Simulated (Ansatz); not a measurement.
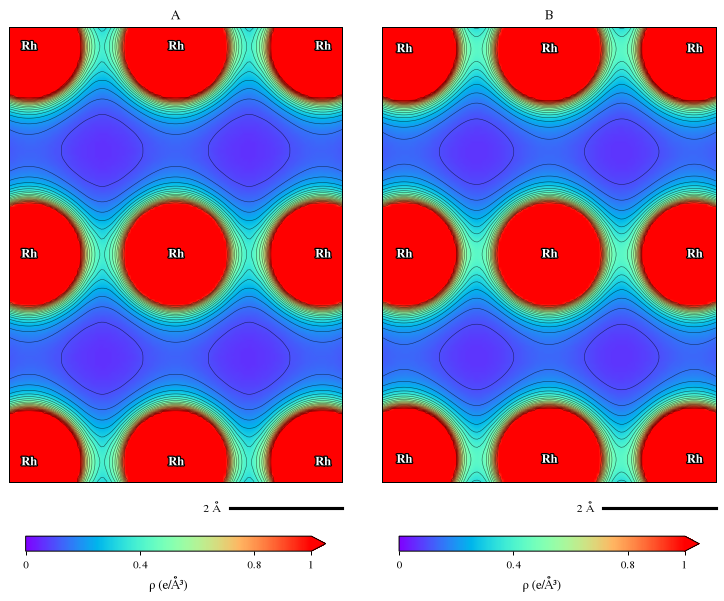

Rh. The valence charge density (pseudo) of two cells that differ in size, on the (101) plane of each (indices in the axes of the calculation cell), at one length scale and on one colour scale; one has 17.1 and the other 17.8 Å³ an atom.

All numbers below come from Ansatz 0.2.0, DFT, r2SCAN, plane waves (500 eV) with PAW, scalar-relativistic.

In a PAW calculation such maps are meaningful between the atoms, not at the nuclei.

The larger cell:

```
CELL_PARAMETERS angstrom
2.60921 0.00000 0.00000
0.00000 2.60921 0.00000
0.00000 0.00000 2.60921
ATOMIC_POSITIONS crystal
Rh 0.00000 0.00000 0.00000
```

The smaller cell: a = 2.578 Å, b = 2.578 Å, c = 2.578 Å, α = 90.00°, β = 90.00°, γ = 90.00°.

### Which is the denser cell? Describe the effect of the change.

Panel B is the smaller cell, by 4 % in volume. From the larger cell to the smaller, Rh–Rh goes from 2.61 to 2.58 Å, and the density at its midpoint from 0.39 to 0.43 e/Å³; the pressure goes from −13 to −13 GPa; the largest moment (Rh) goes from 1.0 to 0.0 μB.
